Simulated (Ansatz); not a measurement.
**Run report: Ir₁₆O, geometry relaxation (part 1 of 3)**

Ir₁₆O (slab, 17 atoms in the cell), computed with DFT PBE, scalar-relativistic, plane waves, PAW, no spin polarisation (Ansatz 0.2.0).

The structure derives from an entry of the Crystallography Open Database. The input holds or restrains some coordinates. Forces given for the steps count only the free coordinates. Figures and captions count atoms from 1; the log counts them from 0 in places.

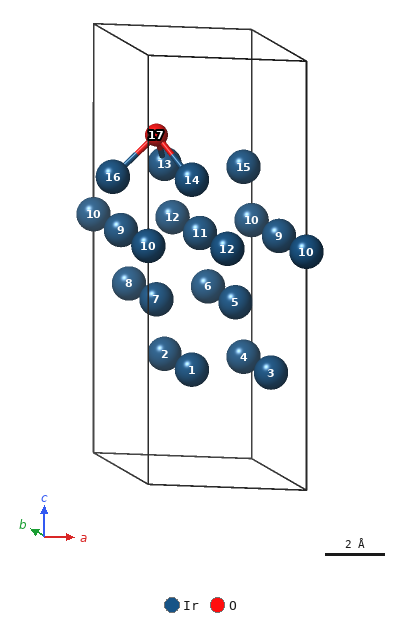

Figure 1. The structure as given in the input (ball-and-stick view of the cell of the calculation, with the vacuum cut short, seen slightly off an axis; atoms are numbered from 1 in the order of the input). An atom can appear more than once, as a periodic image.

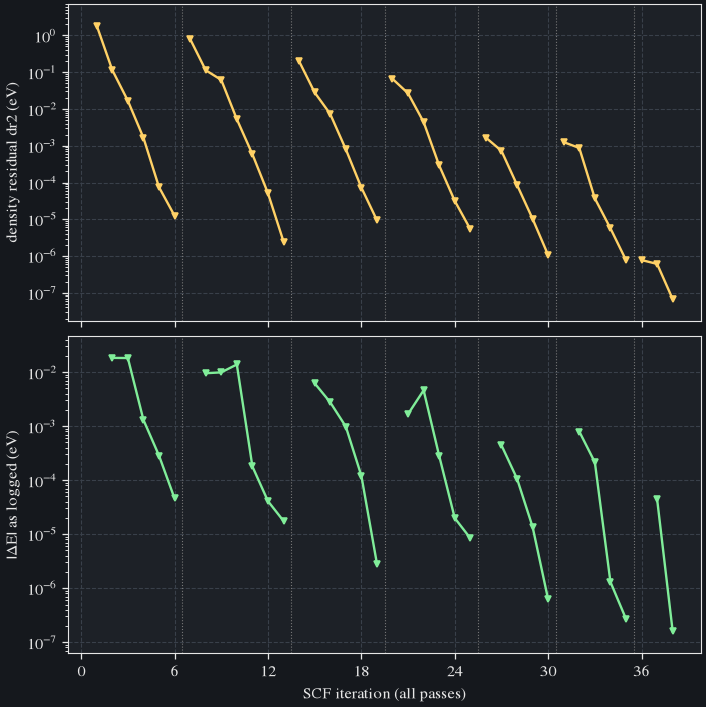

Figure 2. Convergence of the self-consistent field: density residual dr2 and size of the energy change against the SCF iteration. The dotted lines part the SCF passes of the relaxation: geometry steps, rejected trials and re-solves on a re-selected basis. The 7 passes take 3 to 7 iterations each, 38 in all.

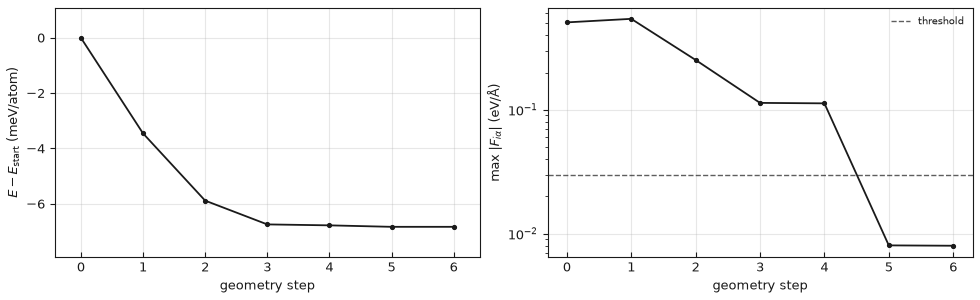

Figure 3. Progress of the restrained relaxation, step by step (the first geometry is step 0 here and step 1 in the log).

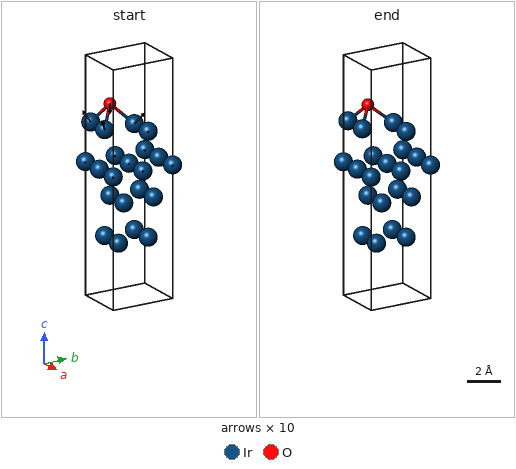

Figure 4. Before (left) and after (right) the restrained relaxation, at one scale (ball-and-stick view of the cell of the calculation, with the vacuum cut short, seen slightly off an axis). The black arrows give the displacements, magnified 10 times. The largest moves, 0.096 Å, are those of Ir13, Ir14 and Ir16. By element the largest moves are Ir 0.096 Å, O 0.068 Å. The lattice vectors keep their values. Among the contacts that change: Ir13–O17 2.072 → 2.045 Å. Among the angles that change: Ir13–O17–Ir14 82.7° → 88.7°. The energy falls by 6.8 meV per atom in 6 geometry steps. The largest force component goes from 0.51 to 0.008 eV/Å. (Atoms are counted from 1 in the order of the input.)

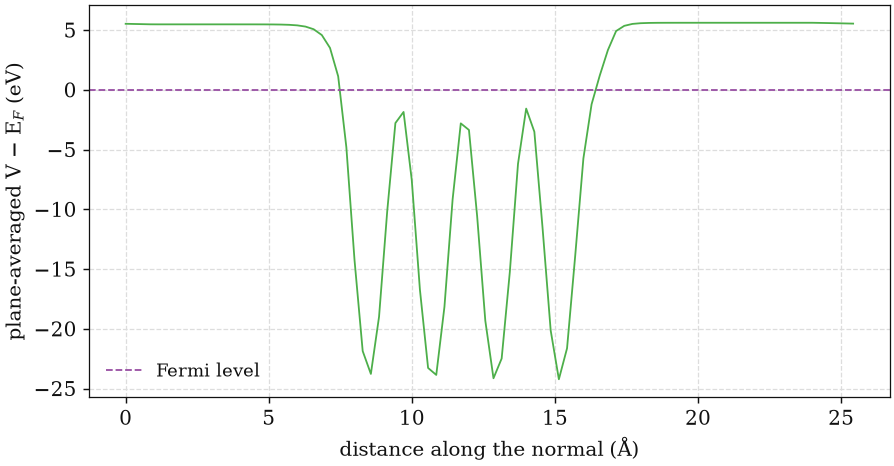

Figure 5. Plane average of the electrostatic potential energy of an electron across the cell, from the Fermi level. The vacuum level lies 5.61 eV above the Fermi level on the upper side and 5.48 eV on the lower.

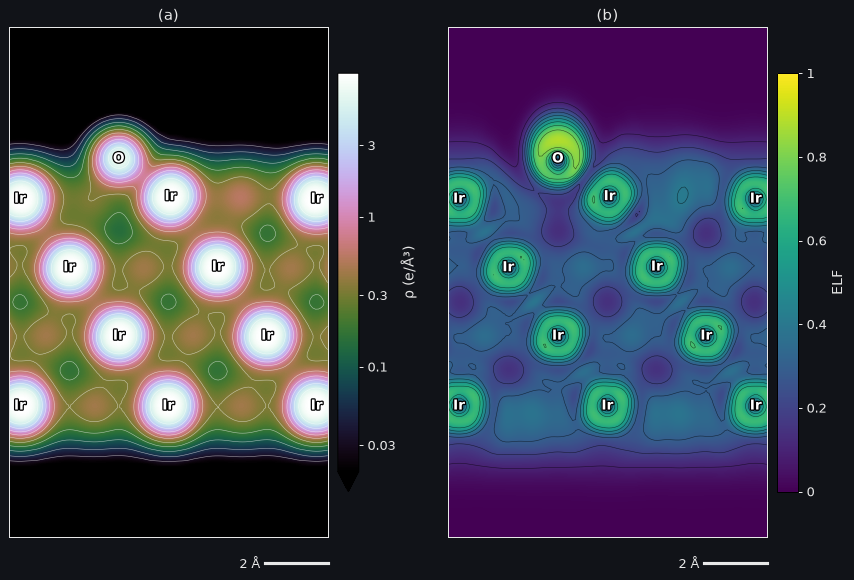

Figure 6. (a) valence pseudo-density; (b) ELF on the (110) plane of the calculation cell, a cut from vacuum to vacuum. Ir–O (2.04 Å): ρ is about 0.86 e/Å³ halfway; the ELF peaks at about 0.80 in the valence shell of O, 0.6 Å from its nucleus, and drops to about 0.20 between the two atoms (no shared pair; the contact is polar). The density dies away to nearly zero in the vacuum. The strong features right at Ir lie inside the PAW spheres (semicore, d or f shells) and say nothing about bonding. Core electrons are frozen (PAW), so the fields are smoothed inside the atomic spheres.

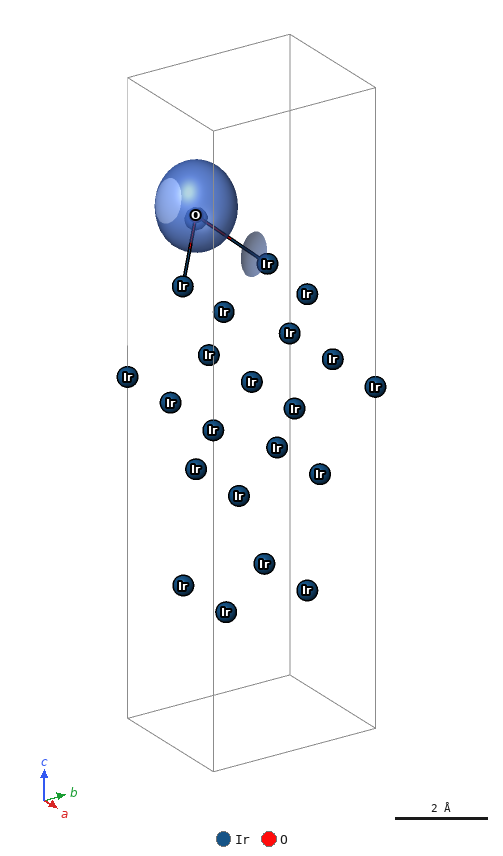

Figure 7. Isosurface of the ELF at 0.55 (blue), seen slightly off an axis. Core shells and regions of very low density are left out. Sticks mark near contacts. Values along the shortest contacts: Ir–O (2.04 Å): the ELF peaks at about 0.80 in the valence shell of O, 0.6 Å from its nucleus, and drops to about 0.20 between the two atoms (no shared pair; the contact is polar).

The input that produced these results follows, with the program's output.

Input:
```yaml
crystal:
  lattice:
    - [5.4739412006, 0.0, 0.0]
    - [-2.7369706003, 4.7405721385, 0.0]
    - [0.0, 0.0, 25.7041814117]
  atoms:
    - { symbol: Ir, position: [0.3333333333, 0.1666666667, 0.3306854968] }
    - { symbol: Ir, position: [0.3333333333, 0.6666666667, 0.3306854968] }
    - { symbol: Ir, position: [0.8333333333, 0.1666666667, 0.3306854968] }
    - { symbol: Ir, position: [0.8333333333, 0.6666666667, 0.3306854968] }
    - { symbol: Ir, position: [0.6666666667, 0.3333333333, 0.4176257148] }
    - { symbol: Ir, position: [0.6666666667, 0.8333333333, 0.4176257148] }
    - { symbol: Ir, position: [0.1666666667, 0.3333333333, 0.4176257148] }
    - { symbol: Ir, position: [0.1666666667, 0.8333333333, 0.4176257148] }
    - { symbol: Ir, position: [0.0, 0.5, 0.5031115216] }
    - { symbol: Ir, position: [0.0, 0.0, 0.5031115216] }
    - { symbol: Ir, position: [0.5, 0.5, 0.5031115216] }
    - { symbol: Ir, position: [0.5, 0.0, 0.5031115216] }
    - { symbol: Ir, position: [0.3333333333, 0.6666666667, 0.5884192647] }
    - { symbol: Ir, position: [0.3333333333, 0.1666666667, 0.5884192647] }
    - { symbol: Ir, position: [0.8333333333, 0.6666666667, 0.5884192647] }
    - { symbol: Ir, position: [0.8333333333, 0.1666666667, 0.5884192647] }
    - { symbol: O, position: [0.1666666667, 0.3333333333, 0.6405508607] }
basis:
  ecutwfc: 420
kpoints:
  mp_grid: { grid: [6, 6, 1] }
hamiltonian:
  xc: pbe
scf:
  occupations: { method: gaussian, width: 0.1 }
output:
  forces: true
  eigenvalues: true
  write_density: true
  write_potential: true
  elf: true
  volumetric_format: npy
relax:
  adjacent_minimum: "off"
  f_tol: 0.03
  max_steps: 70
  constraints: [{ sites: [0, 1, 2, 3, 4, 5, 6, 7] }]
efield:
  axis: 3
  dipole_correction: true
```

Run as:
```bash
ansatz run input.yaml --threads 4 --pin off --max-ram 10240MiB --backend cpu --events-out ev --progress --plain --runs-dir out
```

Log:
```
Engine: ansatz 0.2.0, x86_64-unknown-linux-gnu
Pseudopotentials: kind: paw
Pseudopotential: Ir, paw, valence charge 17, recommended cutoff 420 eV (normal), Ir.paw.azcp
Pseudopotential: O, paw, valence charge 6, recommended cutoff 420 eV (normal), O.paw.azcp
Functional definition: PBE
  parameter kappa = 0.804
  parameter beta = 0.06672455060314922
  exchange = pbe_x(kappa = kappa, mu = beta*pi^2/3)
  correlation = pbe_c(beta = beta)
Crystal: 17 atoms, lattice volume = 667.014 Å³
Basis set: ecut = 420 eV, 12991 PW (Γ), exchange–correlation on 80×80×360 points (8 copies of the dense FFT grid, shifted against one another)
Bands: 167, of which v1, the nominal top of the filled ones, is band 139 counted from 1 (138 counted from 0)
Symmetry: 6 space group operations
Space group: P3m1 (ITA 156), of the structure as read, at distance tolerance 8.7e-5 Å
k-points: 7 of 36 (time reversal used)
Non-local potential: Ir, projectors of the file, l = 0: 3, l = 1: 2, l = 2: 2, l = 3: 1
Non-local potential: O, projectors of the file, l = 0: 2, l = 1: 2, l = 2: 1
PAW form: soft (Blöchl's): semilocal exchange-correlation on the pseudo side does not see the compensation charge
PAW one-centre angular grid: Ir, 590 points (default); XC on 64 Gauss nodes
PAW one-centre angular grid: O, 110 points (default); XC on 64 Gauss nodes
Initial density: superposition of atomic densities (neutral atoms: chi_scale 0, normalization atom), corrected by the library's trained network
Initial wavefunctions: pseudopotential atomic-orbital guess
Functional: x = pbe(κ = 0.804, μ = 0.2195149727645171), c = pbe(β = 0.06672455060314922)
SCF iter   1: F=—  HF=-191524.251628 eV  |F-HF|=—  |Δ(HF+E_count)|=         —  Δρ=7.49e-3  dr2=1.84e0  ethr=1.77e-3  p=-0.056 e·Å  D=-1.51e-2 V/Å  ΔV_dip=0.39 eV  dr2_dipole=2.57e-1  V_vac-E_F(+/−)=5.60/5.22 eV  ⟨swp⟩=7.9  Hψ=5099  notcnv=0  defer=14
efield: sawtooth ramp at fractional position 0.9356 (placed from the atoms, in the widest stretch of the axis that holds none; the zero of the levels goes with the place), width 0.1000; the density the first Hamiltonian is built on has a dipole p = -0.056 e·Å; the dipole correction subtracts the counter field D = -1.51e-2 V/Å, which shifts the + side's vacuum level by +0.39 eV against the − side's; the planar-averaged density in the ramp window peaks in size at 2.1e-5 e/Å³
preconditioner: auto → LDOS  [metal: Δε(μ)=0.050 eV  Ē_g=6.352 eV  σ=0.100 eV  W_gap=0.27  n_scr=138 (ndim 8)  ℏωp=17.6 eV  f_vac=0.591  D(μ)=18.53/eV (n_scr^D=108)  β→1.0]
SCF iter   2: F=—  HF=-191524.233178 eV  |F-HF|=—  |Δ(HF+E_count)|=   1.84e-2  Δρ=3.28e-3  dr2=1.14e-1  ethr=6.63e-4  p=-0.038 e·Å  D=-1.03e-2 V/Å  ΔV_dip=0.27 eV  dr2_dipole=1.34e-2  V_vac-E_F(+/−)=5.75/5.49 eV  ⟨swp⟩=1.3  Hψ=1360  notcnv=0  defer=60
SCF iter   3: F=—  HF=-191524.214919 eV  |F-HF|=—  |Δ(HF+E_count)|=   1.83e-2  Δρ=1.03e-3  dr2=1.67e-2  ethr=4.12e-5  p=-0.040 e·Å  D=-1.07e-2 V/Å  ΔV_dip=0.28 eV  dr2_dipole=1.11e-3  V_vac-E_F(+/−)=5.76/5.48 eV  ⟨swp⟩=3.7  Hψ=2387  notcnv=0  defer=60
SCF iter   4: F=—  HF=-191524.213605 eV  |F-HF|=—  |Δ(HF+E_count)|=   1.31e-3  Δρ=2.96e-4  dr2=1.65e-3  ethr=6.00e-6  p=-0.039 e·Å  D=-1.07e-2 V/Å  ΔV_dip=0.27 eV  dr2_dipole=3.58e-5  V_vac-E_F(+/−)=5.76/5.49 eV  ⟨swp⟩=2.0  Hψ=1641  notcnv=0  defer=48
SCF iter   5: F=—  HF=-191524.213319 eV  |F-HF|=—  |Δ(HF+E_count)|=   2.86e-4  Δρ=8.54e-5  dr2=7.48e-5  ethr=5.93e-7  p=-0.039 e·Å  D=-1.05e-2 V/Å  ΔV_dip=0.27 eV  dr2_dipole=1.78e-6  V_vac-E_F(+/−)=5.76/5.49 eV  ⟨swp⟩=3.0  Hψ=2050  notcnv=0  defer=48
SCF iter   6: F=-191524.213363 eV  HF=-191524.213366 eV  |F-HF|=2.35e-6  |Δ(HF+E_count)|=   4.61e-5  Δρ=3.34e-5  dr2=1.25e-5  ethr=8.09e-9  p=-0.039 e·Å  D=-1.05e-2 V/Å  ΔV_dip=0.27 eV  dr2_dipole=4.01e-7  V_vac-E_F(+/−)=5.76/5.49 eV  ⟨swp⟩=25.1  Hψ=12767  notcnv=0
SCF 1 converged in 6 iterations: F = -191524.213363 eV  dr2 = 1.25e-5
  Residual-converged pass: ⟨swp⟩=1.0  Hψ=1197  notcnv=0  max |occ|·‖R‖ = 7.0e-9 eV (tolerance 1.0e-8 eV)  dr2=1.25e-5  dr2_onsite=2.23e-7  max |Δocc| = 9.4e-11
  greatest PAW one-centre occupation: 1.000 electrons in one spin orbital (limit 2), on the Ir atom at site 11 (counted from 0), in its partial waves of l = 0
relax step   1: F+E_penalty+E_count = -191524.21336316 eV  Δ(F+E_penalty+E_count) = +0.000e0 eV  max|allowed force component| = 5.081e-1 eV/Å  Δτ_max = 0.0000 Å  (6 SCF iters, dr2 threshold 2.25e-5 eV, accepted)
Initial density: handed on by an earlier stage of this run
Initial wavefunctions: those handed on with the density
iter 1 solved again at ethr=2.42e-4 eV; its pass at ethr=3.10e-3 eV (dr2=6.74e-1 eV) is discarded
```
